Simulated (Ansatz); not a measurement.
# P: one change and its effect

System: P (8 atoms in the cell).
Method of the first run: DFT PBEsol+D3(BJ), scalar-relativistic, plane waves, PAW, no spin polarisation (Ansatz 0.2.0).

The structure derives from an entry of the Crystallography Open Database. Text and figures count atoms from 1; the logs count them from 0 in places.

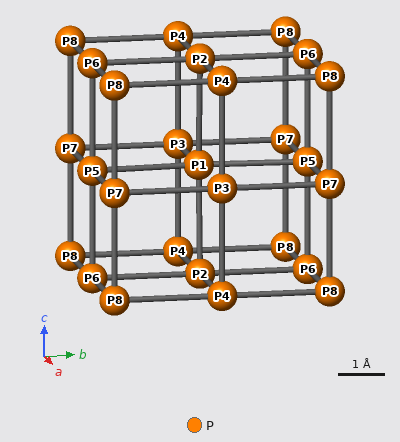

The input geometry (ball-and-stick view of the cell of the calculation, seen slightly off an axis; atoms are numbered from 1 in the order of the input). An atom can appear more than once, as a periodic image.

Input, the first run:
```yaml
crystal:
  lattice:
    - [0.0, -4.7809616574, 0.0]
    - [-4.7809616574, 0.0, 0.0]
    - [0.0, 0.0, -4.7812968384]
  atoms:
    - { symbol: P, position: [0.4686255589, 0.5, 0.5] }
    - { symbol: P, position: [0.5, 0.5, 0.0] }
    - { symbol: P, position: [0.0, 0.5, 0.5] }
    - { symbol: P, position: [0.0, 0.5, 0.0] }
    - { symbol: P, position: [0.5, 0.0, 0.5] }
    - { symbol: P, position: [0.5, 0.0, 0.0] }
    - { symbol: P, position: [0.0, 0.0, 0.5] }
    - { symbol: P, position: [0.0, 0.0, 0.0] }
basis:
  ecutwfc: 420
kpoints:
  mp_grid: { grid: [12, 12, 12] }
hamiltonian:
  xc: pbesol
  dispersion: d3bj
scf:
  occupations: { method: gaussian, width: 0.15 }
output:
  forces: true
  stress: true
  eigenvalues: true
```

Launched with:
```bash
ansatz run input.yaml --threads 1 --pin off --max-ram 2560MiB --backend cpu --events-out ev --progress --plain --runs-dir out
```

Hardware: 1 thread of Intel Xeon (Sapphire Rapids), 32 GiB of memory available, shared host.

Output, shortened to warnings, some set-up lines, iterations and results (the first run):
```
Basis set: ecut = 420 eV, 2103 PW (Γ), exchange–correlation on 64×64×64 points (8 copies of the dense FFT grid, shifted against one another)
Symmetry: 4 space group operations
k-points: 343 of 1728 (time reversal used)
Initial density: superposition of atomic densities (neutral atoms: chi_scale 0, normalization atom), corrected by the library's trained network
[...]
SCF iter   1: F=—  HF=-5923.675129 eV  |F-HF|=—  |Δ(HF+E_count)|=         —  Δρ=2.09e-3  dr2=4.09e-3  ethr=1.77e-3  ⟨swp⟩=8.3  Hψ=57341  notcnv=0
SCF iter   2: F=—  HF=-5923.674736 eV  |F-HF|=—  |Δ(HF+E_count)|=   3.93e-4  Δρ=1.22e-3  dr2=1.30e-3  ethr=1.02e-5  ⟨swp⟩=2.1  Hψ=16950  notcnv=0
SCF iter   3: F=—  HF=-5923.674736 eV  |F-HF|=—  |Δ(HF+E_count)|=   5.24e-7  Δρ=1.08e-4  dr2=8.86e-6  ethr=3.25e-6  ⟨swp⟩=2.2  Hψ=14007  notcnv=0
SCF iter   4: F=—  HF=-5923.674808 eV  |F-HF|=—  |Δ(HF+E_count)|=   7.26e-5  Δρ=3.83e-5  dr2=1.27e-6  ethr=2.21e-8  ⟨swp⟩=2.5  Hψ=15704  notcnv=0
SCF iter   5: F=-5923.674809 eV  HF=-5923.674809 eV  |F-HF|=3.02e-8  |Δ(HF+E_count)|=   2.97e-7  Δρ=5.61e-6  dr2=6.45e-8  ethr=3.18e-9  ⟨swp⟩=2.1  Hψ=15748  notcnv=0
SCF iter   6: F=-5923.674809 eV  HF=-5923.674809 eV  |F-HF|=5.65e-10  |Δ(HF+E_count)|=   6.30e-9  Δρ=1.29e-6  dr2=2.07e-9  ethr=1.61e-10  ⟨swp⟩=6.7  Hψ=42263  notcnv=0
SCF 1 converged in 6 iterations: F = -5923.674809 eV  dr2 = 2.07e-9
SCF converged after 6 iterations
Free energy (F): -5923.674809 eV
Harris-Foulkes:  -5923.674809 eV  (|F-HF|=5.65e-10)
Internal energy: -5923.646251 eV  (E = F + TS)
E sigma→0 (E₀):  -5923.660530 eV
Entropy (-TS):   -0.028558 eV (-3.570 meV/atom)
Fermi energy:    11.987745 eV
--- Per-component energies (eV) ---
  E_band       = 198.832054
  E_kinetic    = 585.571548
  E_local      = -176.107369  (includes V_loc(G=0)·N_el)
  E_nonlocal   = 268.517005
  E_hartree    = 41.380824
  E_xc         = -499.797410
  E_vxc        = -501.300546  (∫ρ·V_xc dr)
  E_paw        = -4432.276768  (= ΣΔE_a)
  E_vpaw       = -60.610347  (= ΣTr[D̂ρ^β])
  E_aug_tail   = 0.000028  (compensation charges beyond the density's cutoff)
  E_ewald      = -1707.981823
  E_disp       = -3.321055  (pairwise vdW)
  E_core_change = 0.368769  (= ΣΔE_core)
  E_smearing   = -0.028558  (= −TS)
  E_closure    = -0.000000  (closes the sum)
  Σ components = -5923.674809   (vs F -5923.674809, Δ=0.00e0)
--- Forces (eV/Å), atoms counted from 1 ---
  atom   1  P      0.00000000    -0.79628651     0.00000000
  atom   2  P      0.00000000    -0.02314809     0.00000000
  atom   3  P      0.00000000     0.25197907     0.00000000
  atom   4  P      0.00000000     0.29458659     0.00000000
  atom   5  P      0.00000000    -0.02336990     0.00000000
  atom   6  P      0.00000000     0.24617500     0.00000000
  atom   7  P      0.00000000     0.29473797     0.00000000
  atom   8  P      0.00000000    -0.24467524     0.00000000
  max |Σ_I F_I| component: 1.11e-6 eV/Å
--- Stress (GPa, compression-positive) ---
        0.224271       0.000000       0.000000
        0.000000       1.311116       0.000000
        0.000000       0.000000       0.205776
  P = ⅓ Tr σ = 0.5804 GPa (5.804 kbar)
```

For the second run the input was changed thus:
```diff
-    - { symbol: P, position: [0.4686255589, 0.5, 0.5] }
+    - { symbol: P, position: [0.5627488822, 0.5, 0.5] }
```

What does this change do to the results?

With the same functional and potentials, the second run lies 28.9 meV per atom higher. The pressure goes from 0.58 to 2.29 GPa. The largest force goes from 0.796 to 2.521 eV/Å. The number of SCF iterations is the same.

Output, shortened to warnings, some set-up lines, iterations and results (the second run):
```
Basis set: ecut = 420 eV, 2103 PW (Γ), exchange–correlation on 64×64×64 points (8 copies of the dense FFT grid, shifted against one another)
Symmetry: 4 space group operations
k-points: 343 of 1728 (time reversal used)
Initial density: superposition of atomic densities (neutral atoms: chi_scale 0, normalization atom), corrected by the library's trained network
[...]
SCF iter   1: F=—  HF=-5923.446518 eV  |F-HF|=—  |Δ(HF+E_count)|=         —  Δρ=3.11e-3  dr2=1.59e-2  ethr=1.77e-3  ⟨swp⟩=8.2  Hψ=57656  notcnv=0
SCF iter   2: F=—  HF=-5923.444143 eV  |F-HF|=—  |Δ(HF+E_count)|=   2.38e-3  Δρ=1.73e-3  dr2=4.60e-3  ethr=3.97e-5  ⟨swp⟩=1.6  Hψ=13699  notcnv=0
SCF iter   3: F=—  HF=-5923.443276 eV  |F-HF|=—  |Δ(HF+E_count)|=   8.67e-4  Δρ=2.11e-4  dr2=4.73e-5  ethr=1.15e-5  ⟨swp⟩=2.2  Hψ=13869  notcnv=0
SCF iter   4: F=—  HF=-5923.443348 eV  |F-HF|=—  |Δ(HF+E_count)|=   7.21e-5  Δρ=7.58e-5  dr2=6.37e-6  ethr=1.18e-7  ⟨swp⟩=2.4  Hψ=15109  notcnv=0
SCF iter   5: F=—  HF=-5923.443348 eV  |F-HF|=—  |Δ(HF+E_count)|=   5.45e-7  Δρ=1.19e-5  dr2=2.67e-7  ethr=1.59e-8  ⟨swp⟩=2.1  Hψ=15430  notcnv=0
SCF iter   6: F=-5923.443348 eV  HF=-5923.443348 eV  |F-HF|=7.25e-9  |Δ(HF+E_count)|=   2.07e-8  Δρ=2.83e-6  dr2=1.39e-8  ethr=2.50e-10  ⟨swp⟩=8.6  Hψ=45053  notcnv=0
SCF 1 converged in 6 iterations: F = -5923.443348 eV  dr2 = 1.39e-8
SCF converged after 6 iterations
Free energy (F): -5923.443348 eV
Harris-Foulkes:  -5923.443348 eV  (|F-HF|=7.25e-9)
Internal energy: -5923.418753 eV  (E = F + TS)
E sigma→0 (E₀):  -5923.431050 eV
Entropy (-TS):   -0.024595 eV (-3.074 meV/atom)
Fermi energy:    12.030803 eV
--- Per-component energies (eV) ---
  E_band       = 198.056312
  E_kinetic    = 586.931176
  E_local      = -183.062418  (includes V_loc(G=0)·N_el)
  E_nonlocal   = 269.084445
  E_hartree    = 43.804810
  E_xc         = -500.191779
  E_vxc        = -501.784104  (∫ρ·V_xc dr)
  E_paw        = -4432.416484  (= ΣΔE_a)
  E_vpaw       = -60.722256  (= ΣTr[D̂ρ^β])
  E_aug_tail   = 0.000028  (compensation charges beyond the density's cutoff)
  E_ewald      = -1704.615988
  E_disp       = -3.321311  (pairwise vdW)
  E_core_change = 0.368769  (= ΣΔE_core)
  E_smearing   = -0.024595  (= −TS)
  E_closure    = 0.000000  (closes the sum)
  Σ components = -5923.443348   (vs F -5923.443348, Δ=0.00e0)
--- Forces (eV/Å), atoms counted from 1 ---
  atom   1  P      0.00000000     2.52075520     0.00000000
  atom   2  P      0.00000000    -0.02820635     0.00000000
  atom   3  P      0.00000000    -1.39452571     0.00000000
  atom   4  P      0.00000000    -0.51946190     0.00000000
  atom   5  P      0.00000000    -0.02782339     0.00000000
  atom   6  P      0.00000000    -0.32524661     0.00000000
  atom   7  P      0.00000000    -0.51974936     0.00000000
  atom   8  P      0.00000000     0.29426837     0.00000000
  max |Σ_I F_I| component: 1.02e-5 eV/Å
--- Stress (GPa, compression-positive) ---
        0.712524       0.000000       0.000000
        0.000000       5.476323       0.000000
        0.000000       0.000000       0.691035
  P = ⅓ Tr σ = 2.2933 GPa (22.933 kbar)
```

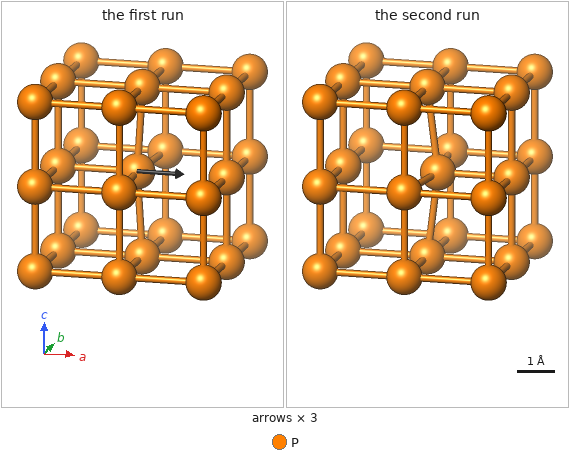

The two input geometries at one scale (ball-and-stick view of the cell of the calculation, seen slightly off an axis). The black arrows on the first give the shifts of the atoms relative to the cell, magnified 3 times. The largest move is that of a P atom, 0.45 Å. The cell stays as it was. Among the contacts that change: P–P 2.240 → 2.690 Å, P–P 2.540 → 2.090 Å, P–P 2.395 → 2.409 Å.

The two runs side by side:

| quantity | the first run | the second run |
| --- | --- | --- |
| outcome | converged | converged |
| free energy per atom (eV) | −740.4594 | −740.4304 |
| energy per atom, smearing taken to zero (eV) | −740.4576 | −740.4289 |
| gap on the mesh (eV) | 0.00 | 0.00 |
| pressure (GPa) | 0.58 | 2.29 |
| largest force (eV/Å) | 0.796 | 2.521 |
| SCF iterations | 6 | 6 |
| irreducible k-points | 343 | 343 |
| plane waves at Γ | 2103 | 2103 |
| wall time (shared host) | 48 s | 46 s |
